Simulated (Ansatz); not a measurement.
# Single-point calculation, with input and output: MoS2

MoS2 (P6₃/mmc, 6 atoms in the cell), computed with DFT, r2SCAN, plane waves, PAW, no spin polarisation (Ansatz 0.2.0).

The structure derives from an entry of the Crystallography Open Database. The geometry comes from this level: r2scan-rvv10. Figures and captions count atoms from 1; the log counts them from 0 in places.

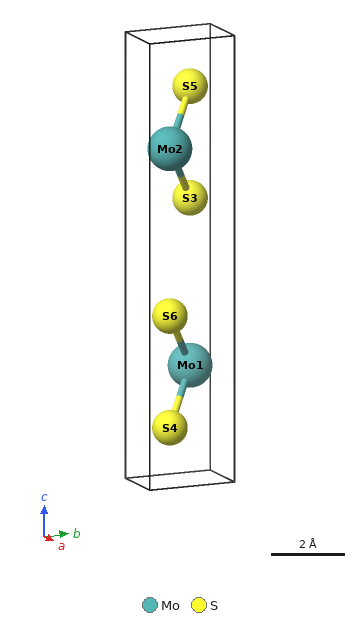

The structure (ball-and-stick view of the cell of the calculation, seen slightly off an axis; atoms are numbered from 1 in the order of the input). An atom can appear more than once, as a periodic image.

**The input**
```yaml
crystal:
  lattice:
    - [3.1730194941, 0.0, 0.0]
    - [-1.586509747, 2.7479154886, 0.0]
    - [0.0, 0.0, 12.4359056939]
  atoms:
    - { symbol: Mo, position: [0.3333333333, 0.6666666667, 0.25] }
    - { symbol: Mo, position: [0.6666666667, 0.3333333333, 0.75] }
    - { symbol: S, position: [0.3333333333, 0.6666666667, 0.6249005388] }
    - { symbol: S, position: [0.6666666667, 0.3333333333, 0.1249005388] }
    - { symbol: S, position: [0.3333333333, 0.6666666667, 0.8750994612] }
    - { symbol: S, position: [0.6666666667, 0.3333333333, 0.3750994612] }
kpoints:
  mp_grid: { grid: [6, 6, 2] }
hamiltonian:
  xc: r2scan
scf:
  occupations: { method: fixed }
  n_extra_bands: 5
output:
  forces: true
  stress: true
  eigenvalues: true
```

Hardware: 4 threads of Arm Neoverse V1, 112 GiB of memory available, shared host.

Run as:
```bash
ansatz run input.yaml --threads 4 --pin off --max-ram 4608MiB --backend cpu --events-out ev --progress --plain --runs-dir out
```

**Log**
```
scf.n_extra_bands = 5 over 26 filled bands (N_el = 52.0): the run solves 31 bands
Engine: ansatz 0.2.0, aarch64-unknown-linux-gnu
Pseudopotentials: kind: paw
Pseudopotential: Mo, paw, valence charge 14, recommended cutoff 500 eV (meta_gga), Mo.paw.azcp
Pseudopotential: S, paw, valence charge 6, recommended cutoff 500 eV (meta_gga), S.paw.azcp
Functional definition: r2SCAN
  parameter k0 = 0.174
  parameter k1 = 0.065
  parameter a1 = 4.9479
  exchange = r2scan_x(k0 = k0, k1 = k1, a1 = a1)
  correlation = r2scan_c
Crystal: 6 atoms, lattice volume = 108.431 Å³
Basis set: ecut = 500 eV, 2763 PW (Γ), exchange–correlation on 96×96×384 points (64 copies of the dense FFT grid, shifted against one another)
Bands: 31, of which v1, the nominal top of the filled ones, is band 26 counted from 1 (25 counted from 0)
Symmetry: 24 space group operations
Space group: P63/mmc (ITA 194), of the structure as read, at distance tolerance 4.8e-5 Å
k-points: 14 of 72
Non-local potential: Mo, projectors of the file, l = 0: 3, l = 1: 2, l = 2: 2, l = 3: 1
Non-local potential: S, projectors of the file, l = 0: 2, l = 1: 2, l = 2: 2
PAW form: soft (Blöchl's): semilocal exchange-correlation on the pseudo side does not see the compensation charge
PAW frozen core: Mo, regenerated for the run's functional (the file was generated under x = pbe(κ = 0.804, μ = 0.2195149727645171), c = pbe(β = 0.06672455060314922))
PAW frozen core: S, regenerated for the run's functional (the file was generated under x = pbe(κ = 0.804, μ = 0.2195149727645171), c = pbe(β = 0.06672455060314922))
PAW one-centre angular grid: Mo, 590 points (default); XC on 160 Gauss nodes
PAW one-centre angular grid: S, 302 points (default); XC on 160 Gauss nodes
Initial density: superposition of atomic densities (neutral atoms: chi_scale 0, normalization atom), corrected by the library's trained network
Initial wavefunctions: pseudopotential atomic-orbital guess
Functional: x = r2scan, c = r2scan; τ floored in thin density (d = 2e-4 eV/Å³)
SCF iter   1: F=—  HF=-13564.212178 eV  |F-HF|=—  |Δ(HF+E_count)|=         —  Δρ=1.02e-2  dr2=1.43e-1  dr2_τ=1.02e-1  ethr=1.77e-3  ⟨swp⟩=5.4  Hψ=1706  notcnv=0  defer=27
preconditioner: auto → Resta (q_TF=auto, 2.414 Å⁻¹)  ε∞=7.9  [insulator: Δε(μ)=1.021 eV  Ē_g=8.121 eV  n_scr=26 (ndim 8)  ℏωp=21.4 eV  f_vac=0.022  ε∞_Penn≈7.9]
SCF iter   2: F=—  HF=-13564.292835 eV  |F-HF|=—  |Δ(HF+E_count)|=   8.07e-2  Δρ=5.12e-3  dr2=1.12e-2  dr2_τ=4.86e-3  ethr=2.76e-4  ⟨swp⟩=2.1  Hψ=784  notcnv=0  defer=37
SCF iter   3: F=—  HF=-13564.297610 eV  |F-HF|=—  |Δ(HF+E_count)|=   4.77e-3  Δρ=2.91e-3  dr2=4.64e-3  dr2_τ=3.12e-4  ethr=2.15e-5  ⟨swp⟩=2.1  Hψ=636  notcnv=0  defer=40
SCF iter   4: F=—  HF=-13564.300518 eV  |F-HF|=—  |Δ(HF+E_count)|=   2.91e-3  Δρ=2.68e-4  dr2=9.77e-5  dr2_τ=9.18e-6  ethr=8.92e-6  ⟨swp⟩=3.4  Hψ=790  notcnv=0  defer=40
SCF iter   5: F=—  HF=-13564.300540 eV  |F-HF|=—  |Δ(HF+E_count)|=   2.14e-5  Δρ=8.87e-5  dr2=2.31e-5  dr2_τ=1.16e-6  ethr=1.88e-7  ⟨swp⟩=2.7  Hψ=752  notcnv=0  defer=38
SCF iter   6: F=—  HF=-13564.300542 eV  |F-HF|=—  |Δ(HF+E_count)|=   2.56e-6  Δρ=1.92e-5  dr2=6.09e-7  dr2_τ=3.32e-8  ethr=4.45e-8  ⟨swp⟩=2.0  Hψ=600  notcnv=0  defer=38
SCF iter   7: F=-13564.300542 eV  HF=-13564.300542 eV  |F-HF|=7.28e-9  |Δ(HF+E_count)|=   2.18e-7  Δρ=4.13e-6  dr2=2.02e-8  dr2_τ=6.80e-10  ethr=1.92e-10  ⟨swp⟩=10.7  Hψ=2333  notcnv=0
SCF 1 converged in 7 iterations: F = -13564.300542 eV  dr2 = 2.02e-8
  greatest PAW one-centre occupation: 0.996 electrons in one spin orbital (limit 2), on the Mo atom at site 1 (counted from 0), in its partial waves of l = 0
SCF converged after 7 iterations
Free energy (F): -13564.300542 eV
Harris-Foulkes:  -13564.300542 eV  (|F-HF|=7.28e-9)
Internal energy: -13564.300542 eV  (E = F + TS)
E sigma→0 (E₀):  -13564.300542 eV
Fermi energy:    10.598900 eV
--- Per-component energies (eV) ---
  E_band       = -361.271379
  E_kinetic    = 1309.746010
  E_local      = -4019.475032  (includes V_loc(G=0)·N_el)
  E_nonlocal   = 396.943586
  E_hartree    = 1550.250185
  E_xc         = -725.383912
  E_vxc        = -892.148512  (∫ρ·V_xc dr)
  E_paw        = -8871.677807  (= ΣΔE_a)
  E_vpaw       = -308.302084  (= ΣTr[D̂ρ^β])
  E_aug_tail   = 0.000019  (compensation charges beyond the density's cutoff)
  E_vtau       = 51.465802  (kinetic-family band-sum trace: ∫τ·v_τ [+ j·A + Jᵃ·Aᵃ] dr)
  E_ewald      = -3203.822117
  E_core_change = -0.881474  (= ΣΔE_core)
  E_smearing   = -0.000000  (= −TS)
  E_closure    = -0.000000  (closes the sum)
  Σ components = -13564.300542   (vs F -13564.300542, Δ=0.00e0)
--- Forces (eV/Å), atoms counted from 1 ---
  atom   1  Mo     0.00000000     0.00000000    -0.00000000
  atom   2  Mo    -0.00000000    -0.00000000     0.00000000
  atom   3  S     -0.00000000    -0.00000000     0.05017770
  atom   4  S      0.00000000     0.00000000     0.05017770
  atom   5  S     -0.00000000    -0.00000000    -0.05017770
  atom   6  S      0.00000000     0.00000000    -0.05017770
  max |Σ_I F_I| component: 6.94e-18 eV/Å
--- Stress (GPa, compression-positive) ---
        1.193581       0.000000      -0.000000
       -0.000000       1.193581      -0.000000
       -0.000000      -0.000000       1.066542
  P = ⅓ Tr σ = 1.1512 GPa (11.512 kbar)
--- Band table (eV; the first three rows and the last of 14) ---
  k-point 0: bands = ["-52.9184", "-52.9184", "-26.3235", "-26.3234", "-26.0994", "-26.0994", "-26.0994", "-26.0994", "-5.0573", "-4.8221", "-3.7383", "-3.3453", "3.5022", "4.4793", "7.0428", "7.0998", "7.0998", "7.1120", "7.1120", "8.2418", "8.2418", "8.2829", "8.2829", "9.2352", "9.4818", "10.5989", "12.8429", "12.8429", "12.8667", "12.8667", "13.0266"]
  k-point 1: bands = ["-52.9184", "-52.9184", "-26.3234", "-26.3234", "-26.0994", "-26.0994", "-26.0994", "-26.0994", "-4.9542", "-4.9542", "-3.5294", "-3.5294", "3.9199", "3.9199", "7.1058", "7.1058", "7.1058", "7.1058", "7.9424", "7.9424", "8.2623", "8.2623", "8.2623", "8.2623", "10.3091", "10.3091", "12.8484", "12.8484", "12.8484", "12.8484", "13.1094"]
  k-point 2: bands = ["-52.9077", "-52.9076", "-26.3022", "-26.3021", "-26.2042", "-26.2042", "-26.1231", "-26.1231", "-4.6377", "-4.4099", "-3.5501", "-3.2039", "3.9446", "4.8825", "6.3072", "6.3098", "6.3719", "7.1051", "7.5119", "7.5434", "7.6621", "7.7160", "8.4231", "9.3175", "9.4102", "9.8291", "12.2410", "12.5983", "12.6485", "12.7852", "12.7952"]
  k-point 13: bands = ["-52.8700", "-52.8700", "-26.4086", "-26.4086", "-26.3603", "-26.3603", "-26.2271", "-26.2271", "-2.6889", "-2.6889", "-2.6225", "-2.6225", "4.2025", "4.2025", "5.0314", "5.0314", "5.6336", "5.6336", "5.9972", "5.9972", "6.9849", "6.9849", "7.5859", "7.5859", "9.8596", "9.8596", "11.6779", "11.6779", "13.1086", "13.1086", "13.6671"]
```

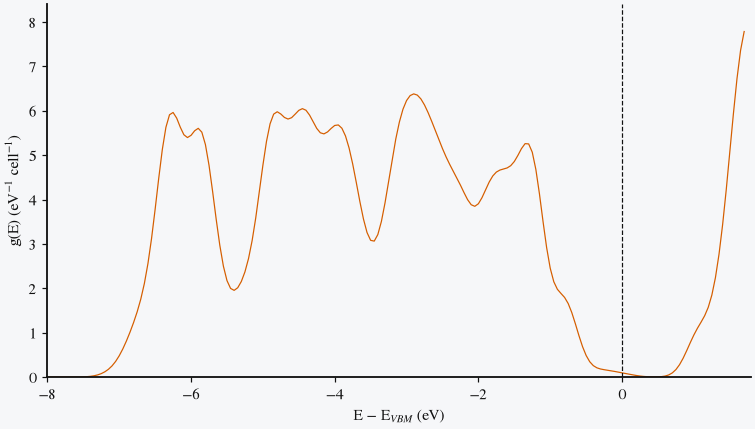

Density of states (the curve is built from the levels of the k mesh with Gaussians 0.4 eV wide, which also blur the band edges), with energies from the valence-band top. There is a gap of 1.04 eV on the k-point mesh. The curves stop near 1.7 eV above the Fermi level, where the computed bands end. Small ripples come from the finite k-point mesh.

**Results in brief**

```csv
quantity,value
outcome,converged
space group (tolerance 0.01 Å),P6₃/mmc (194)
electrons treated,52
free energy,−13564.3005 eV
Fermi energy,10.599 eV
gap on the k-point mesh,1.04 eV
pressure,1.15 GPa
largest force (length of the vector),0.050 eV/Å
wall time,4.3 s (CPU time 13 s)
peak memory,0.65 GiB
```
